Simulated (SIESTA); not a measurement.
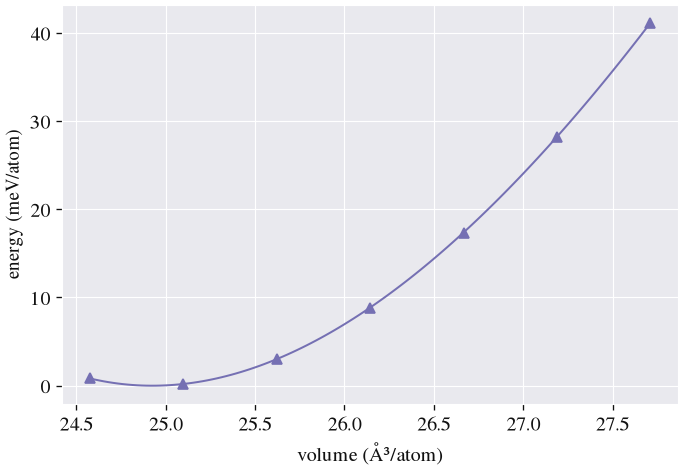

The figure shows the energy against volume for In, space group I4/mmm (No. 139).

The given structure:
```
CELL_PARAMETERS angstrom
-1.62547 1.62547 2.47370
1.62547 -1.62547 2.47370
1.62547 1.62547 -2.47370
ATOMIC_POSITIONS crystal
In 0.00000 0.00000 0.00000
```

Method: DFT in numerical atomic orbitals with pseudopotentials, no spin polarisation; energies at scaled volumes of the given cell, shape and fractions fixed, counted from the fit's minimum, third-order Birch-Murnaghan fit (SIESTA 5.4.2). Level: LDA.

```csv
setting,value
k mesh,11×11×11
occupations,Fermi–Dirac
smearing width,0.05 eV
potentials,"PseudoDojo 0.4 standard, converted to PSML, two zetas on semicore shells"
program settings,"basis DZP, mesh cutoff 500 Ry"
```

From this curve and the settings, what does the calculation give for the pressure at the same points?

The pressure falls from 0.77 GPa at volume 24.57 Å³/atom to −4.23 GPa at 27.71 Å³/atom, and changes sign near 24.93 Å³/atom.

```json
{"volume (Å³/atom)": "24.57", "pressure (GPa)": "0.77"}
{"volume (Å³/atom)": "25.10", "pressure (GPa)": "-0.35"}
{"volume (Å³/atom)": "25.62", "pressure (GPa)": "-1.33"}
{"volume (Å³/atom)": "26.14", "pressure (GPa)": "-2.22"}
{"volume (Å³/atom)": "26.67", "pressure (GPa)": "-2.97"}
{"volume (Å³/atom)": "27.19", "pressure (GPa)": "-3.65"}
{"volume (Å³/atom)": "27.71", "pressure (GPa)": "-4.23"}
```

Limits of the calculation: mulliken charges of long orbitals; shape and atomic fractions are frozen while scaling, which makes layered, chain and framework solids too stiff.
